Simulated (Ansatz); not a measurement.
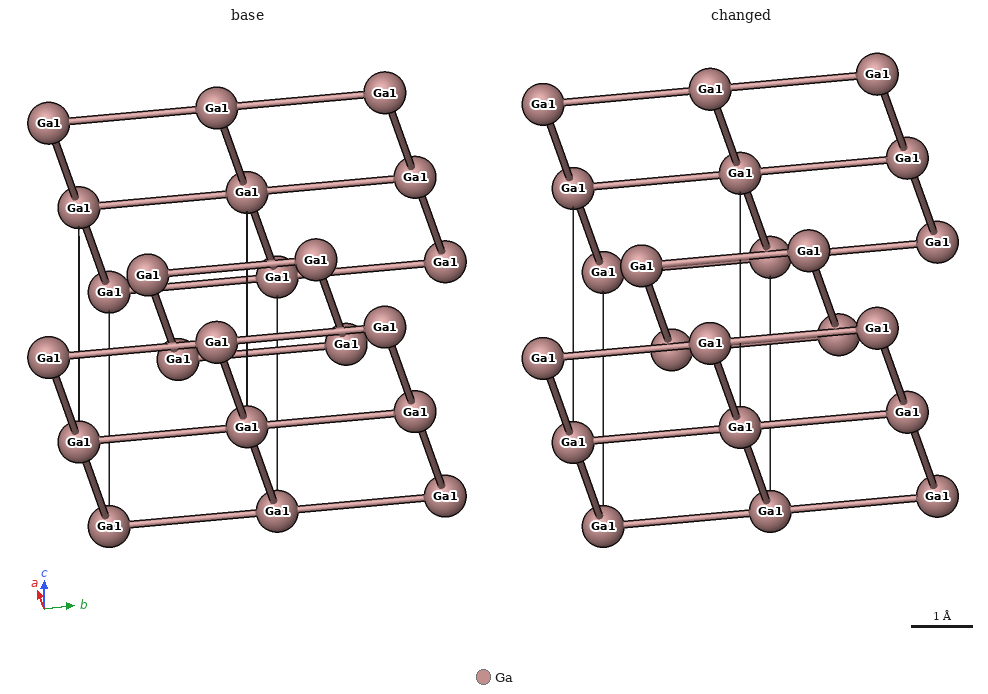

Left: a symmetric starting cell of Ga. Right: the same structure after one change, at the same scale. The picture is a ball-and-stick view of the conventional cell (2 times the calculation's cell), repeated 2 × 2 × 1 with one cell outlined, seen from a free direction. Lengths and directions refer to the drawn axes.

All numbers below come from Ansatz 0.2.0, DFT PBEsol, scalar-relativistic, plane waves, PAW. Settings: plane-wave cutoff 420 eV; k-point mesh 20 × 20 × 20; occupations gaussian; smearing width 0.1 eV; no spin polarisation.

Which change leads from the left to the right?

The cell is strained by +8.4 % along c and −0.6 % across it (volume +7.2 %), the atoms keeping their fractional coordinates. No relaxation follows. The starting cell wasn't computed here and needn't be at equilibrium, so pressure and forces aren't due to the change alone.

How do the computed properties respond?

The pressure is −3.0 GPa (not all of it need come from the change, since the unchanged cell can be under pressure at this level too). The principal stresses (compression positive) are −4.1 GPa along c and −2.4 GPa across it. All forces vanish by symmetry. Some distances before and after: Ga–Ga 2.808 → 2.792 Å. The space group stays I4/mmm (No. 139).
